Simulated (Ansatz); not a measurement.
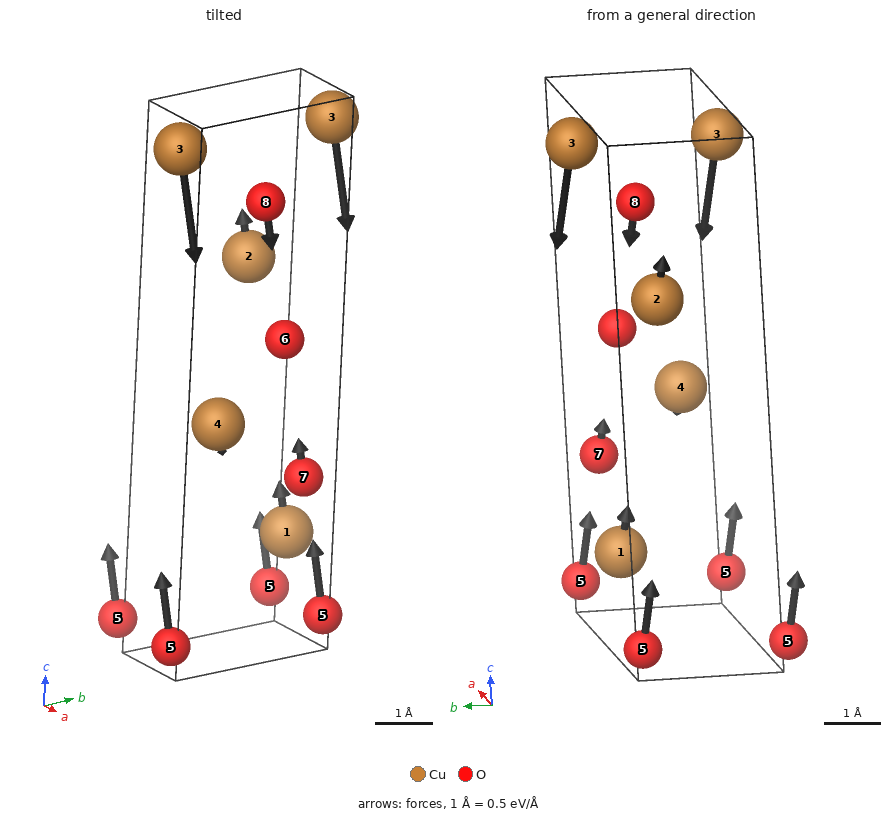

Spheres-only representation of a periodic structure, projected slightly off an axis and from a general direction. The frame is the simulation cell; atoms at its boundary are shown with their periodic copies. The arrows are the computed forces on the atoms.

System: CuO. Results below were computed with Ansatz, DFT PBEsol, scalar-relativistic, plane waves, PAW; the settings were a kinetic-energy cutoff of 420 eV, a 16×16×5 sampling of the Brillouin zone, Gaussian smearing of 0.15 eV, no spin polarisation.

### Are the forces small enough to call this converged?

No. The atoms still feel forces of up to about 0.85 eV/Å, far above a usual threshold of 0.01 to 0.03 eV/Å.

### Which atom is pushed hardest?

Cu3, about 0.85 eV/Å.

The structure comes from a structure listed in the Materials Project. The cell was then strained or its atoms displaced on purpose. It was run through Ansatz as a DFT input.
